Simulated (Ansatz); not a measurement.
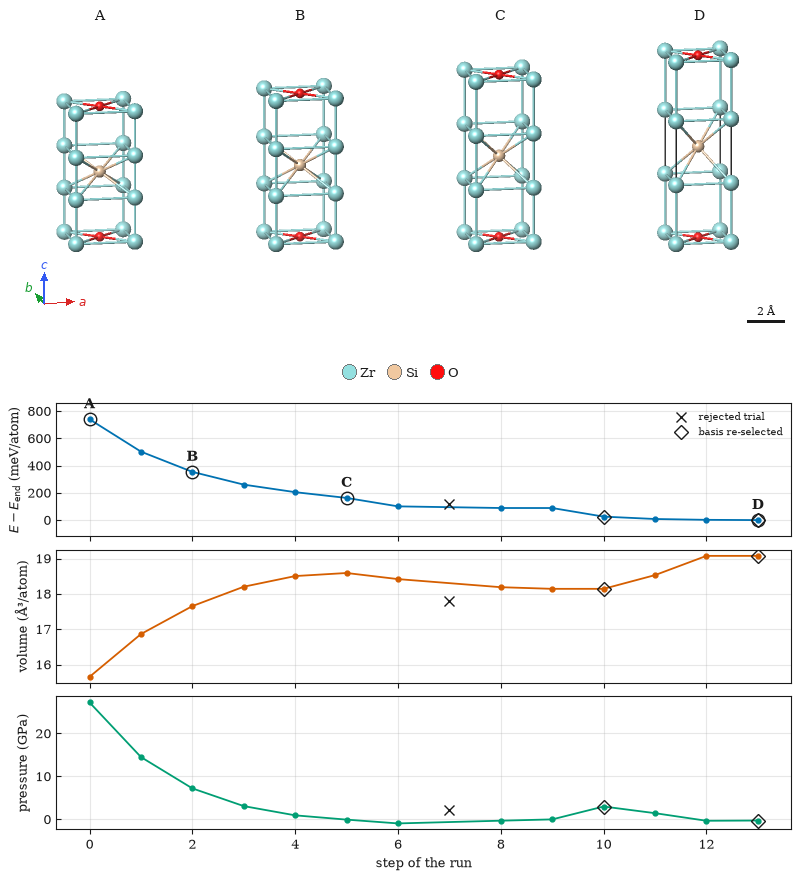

Frames of a relaxation of crystalline Zr3SiO (a generated structure, set up in P4/mmm) (coarse preliminary run), marked on the history of the run. Style: ball-and-stick. Shown: the cell of the calculation, slightly off an axis.

The calculation used DFT PBE, scalar-relativistic, plane waves, PAW (Ansatz). (plane-wave cutoff 420 eV; k-point mesh 6 × 6 × 4; occupations gaussian; smearing width 0.1 eV; no spin polarisation; cell and atoms relaxed; force threshold 0.04 eV/Å; at most 70 steps)

What happens along the run?

Answer. Over 10 accepted moves (13 points after the start) the energy falls by 740 meV per atom. The largest force component goes from 0.98 to 0.0093 eV/Å. Pressure: 27.21 GPa at the start and −0.28 GPa at the end. The line search rejected the trial step at point 7 of the run. The SCF was repeated twice at an unchanged geometry on a basis and grid sized afresh for the cell, which shifted the energy by 63.1 meV per atom at most. The largest moves relative to the cell, 0.14 Å, are those of Zr atoms. Si and O stay in place. The drawn cell changes as follows: a = b 3.277 → 3.064 Å (−6.5 %), c 7.287 → 10.159 Å (+39.4 %); the volume changes by +21.9 %. Some distances before and after: Zr–Zr 2.354 → 3.570 Å, Zr–Zr 2.467 → 3.295 Å, Zr–Zr 3.277 → 3.064 Å, Si–Zr 2.599 → 2.807 Å. Bonds break: Zr–Zr (2.35 → 3.57 Å). The space group stays P4/mmm (No. 123). From step 0 to 2: Zr atoms move most (0.02 Å), volume +12.8 %, energy −386 meV per atom. From step 2 to 5: Zr atoms move most (0.03 Å), volume +5.3 %, energy −191 meV per atom. From step 5 to 13: Zr atoms move most (0.09 Å), volume +2.6 %, energy −163 meV per atom.

| step | E − E(0), meV/atom | largest force component, eV/Å | pressure, GPa | volume, Å³/atom | note |
| --- | --- | --- | --- | --- | --- |
| 0 | 0.00 | 0.9811 | 27.21 | 15.653 |  |
| 1 | -237.29 | 0.6267 | 14.50 | 16.863 |  |
| 2 | -385.90 | 0.0922 | 7.21 | 17.654 |  |
| 3 | -479.61 | 0.0985 | 3.08 | 18.202 |  |
| 4 | -534.91 | 0.0940 | 0.93 | 18.503 |  |
| 5 | -577.28 | 0.8652 | -0.06 | 18.590 |  |
| 6 | -639.19 | 0.5574 | -0.95 | 18.417 |  |
| 7 | -624.28 | 0.6257 | 2.13 | 17.784 | rejected |
| 8 | -651.22 | 0.0215 | -0.31 | 18.188 |  |
| 9 | -651.37 | 0.0041 | -0.01 | 18.142 |  |
| 10 | -714.50 | 0.0360 | 2.99 | 18.142 | same geometry, new basis |
| 11 | -731.98 | 0.0076 | 1.44 | 18.530 |  |
| 12 | -738.12 | 0.0086 | -0.33 | 19.074 |  |
| 13 | -740.00 | 0.0093 | -0.28 | 19.074 | same geometry, new basis |
